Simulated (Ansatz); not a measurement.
# B14HN14 (cell charge −1, with a compensating background) (cell with a defect): what the fields show

```
B N H
1.0
     6.28045   -2.17561    0.00000
    -5.02436   -4.35123    0.00000
     0.00000    0.00000   -8.34316
B N H
14 14 1
Direct
  0.08748 0.61436 0.72120
  0.37272 0.47091 0.71932
  0.94513 0.18587 0.71929
  0.65882 0.32858 0.72118
  0.23017 0.04335 0.71943
  0.80174 0.75725 0.72128
  0.51600 0.90007 0.72117
  0.33074 0.65518 0.28107
  0.61379 0.51549 0.27672
  0.18669 0.22843 0.21692
  0.89944 0.36833 0.27639
  0.46926 0.08416 0.28083
  0.04653 0.80114 0.27655
  0.75970 0.94564 0.28104
  0.09125 0.60813 0.27769
  0.37970 0.46949 0.27233
  0.94543 0.18024 0.27199
  0.66173 0.32365 0.27768
  0.23463 0.03524 0.27210
  0.80677 0.75321 0.27794
  0.51990 0.89500 0.29075
  0.32554 0.66193 0.72172
  0.61124 0.51909 0.72168
  0.18266 0.23340 0.71618
  0.89698 0.37626 0.72159
  0.46835 0.09053 0.72162
  0.03981 0.80484 0.72171
  0.75413 0.94772 0.72171
  0.18706 0.22877 0.06539
```

Theory: Ansatz, DFT PBE, scalar-relativistic, plane waves, PAW.

In a PAW calculation such maps are meaningful between the atoms, not at the nuclei.

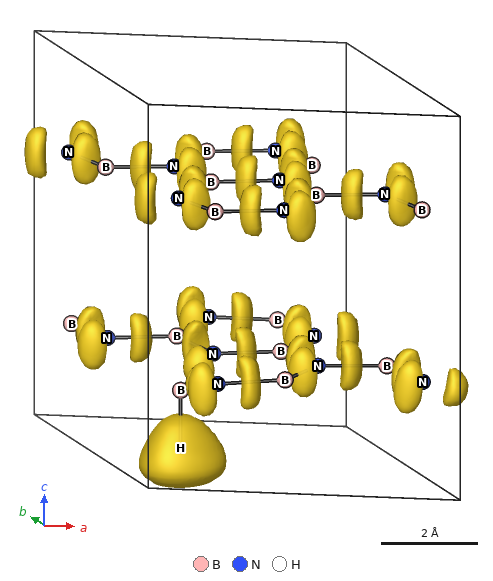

Figure 1. Isosurface of the ELF at 0.85 (yellow), seen slightly off an axis. Only the valence region is drawn (cores and ρ < 0.01 e/Å³ removed). Sticks mark near contacts.

**Identify the bonds, lone pairs and shells in this picture.**

The surface consists of 42 regions between bonded B–N atoms (shared pairs) and one region around a hydrogen nucleus, counted in one cell of 29 atoms. Any copies at cell faces, edges or corners count once. Along the contacts the grid gives the following. B–H (1.26 Å): the ELF climbs to about 1 towards the hydrogen, as it does in any bond to H (a covalent bond by its length). B–N (1.43 Å): the ELF peaks at about 0.95 between the atoms; a polar covalent bond.

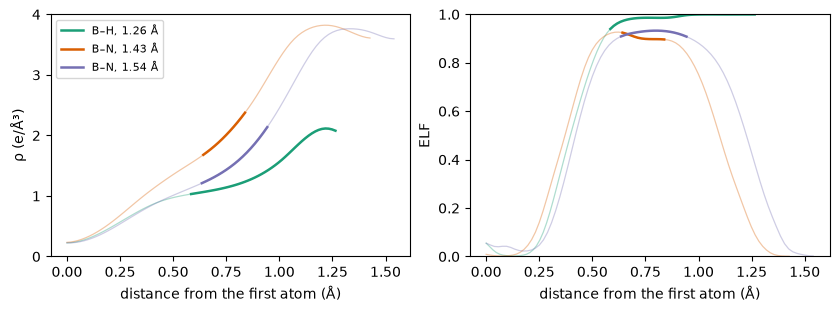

Figure 2. Valence electron density and ELF along straight lines between neighbouring atoms. Thin, pale parts lie inside the atomic spheres.

**What kind of bonding do the profiles show?**

B–H (1.26 Å): the density is about 1.1 e/Å³ at the midpoint; the ELF climbs to about 1 towards the hydrogen; an ordinary covalent bond to hydrogen.
B–N (1.43 Å): ρ at the midpoint is about 1.9 e/Å³; the ELF peaks at about 0.95 between the atoms; a shared but strongly polarised pair.
B–N (1.54 Å): ρ at the midpoint is about 1.5 e/Å³; the ELF peaks at about 0.95 between the atoms: a polar covalent bond.

**Does the calculation give a band gap?**

It is gapped, with a Kohn–Sham gap of 2.4 eV on the k-point mesh (the band edges may lie off the mesh, which would make the gap smaller).
